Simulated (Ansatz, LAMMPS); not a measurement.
# Gap against volume in glassy 84SiO2-16BaO (mol %) (71 atoms)

Density of this cell: 3.11 g/cm³. The cell holds 71 atoms: 21 Si, 4 Ba and 46 O. Its edges and angles: a = 10.047 Å, b = 10.037 Å, c = 9.920 Å, α = 90.7°, β = 88.2°, γ = 89.8°. The starting structure: 71 atoms (21 Si, 4 Ba, 46 O) placed at random at 2.83 g/cm³, melted at 4000 K for 10 ps at fixed volume with the Morse and Coulomb pair potential with partial charges (Pedone, Malavasi, Menziani, Cormack and Segre, J. Phys. Chem. B 110, 11780 (2006)). Quenched from 4000 K to 300 K at 200 K/ps and fixed volume, held 10 ps at zero pressure, then minimised at fixed cell.

Calculated with Ansatz 0.2.0: Kohn-Sham DFT, PBE, PAW (set soft_1), plane waves; cutoff 420 eV, Γ point, fixed occupations. The relaxed cell was scaled evenly and the atoms were relaxed at each volume. The gap is that between the highest filled and the lowest empty Kohn-Sham level on the run's k-points.

```
volume (Å³/atom)  gap (eV)
          12.673               3.706
          13.236                   ?
          13.659               3.521
          14.081               3.431
          14.503               3.335
          14.926               3.228
```

Task: Fit a straight line in ln V to the rows given and interpolate to the withheld row.

Worked fit:

A volume deformation potential makes the spacing linear in u = ln(V/V0), with V0 = 14.081 Å³ the relaxed volume; v is the spacing.

```
u = ln(V/V0)  v (eV)
   -0.105361  3.7059
  -0.0304592  3.5207
           0  3.4307
   0.0295590  3.3354
   0.0582687  3.2277
```

With n = 5: mean u = -0.00959842, mean v = 3.44408, Σ(u − ū)² = 0.015837, Σ(u − ū)(v − v̄) = -0.045740. Slope b = -0.045740 / 0.015837 = -2.8882; intercept a = v̄ − b ū = 3.4164.

At the withheld volume u = -0.06188, and v = a + b u.

Prediction at 13.236: 3.595 eV. The run gave 3.608 eV, so the fit is low by 0.013 eV (0.37 % of the value).

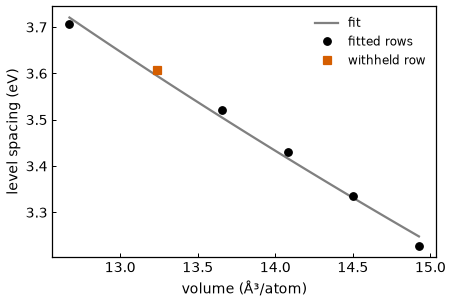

The fit, the rows that it rests on and the withheld row.

The slope, -2.89 eV, says that the spacing narrows on expansion. Among the rows given, the largest miss of the fit is at 14.926, by 0.020 eV (4.3 % of the range of the table).

Limits: The table spans 16 % in volume, wide for a linear law. Semilocal functionals tend to put gaps under measured ones. Only the Γ point is sampled. Defect or tail levels can set the spacing of a disordered cell. Spin–orbit coupling is left out, which matters for the levels of the heavy elements.

[Logs are printed without paths, hosts, clocks, repeated set-up lines and the standing remarks that a program may print on its own settings, such as how far it seeks lower states.]

[Hosts, paths, dates, database ids (printed as entryN), source tags and the programs' standing remarks are cut or masked in the printed files.]
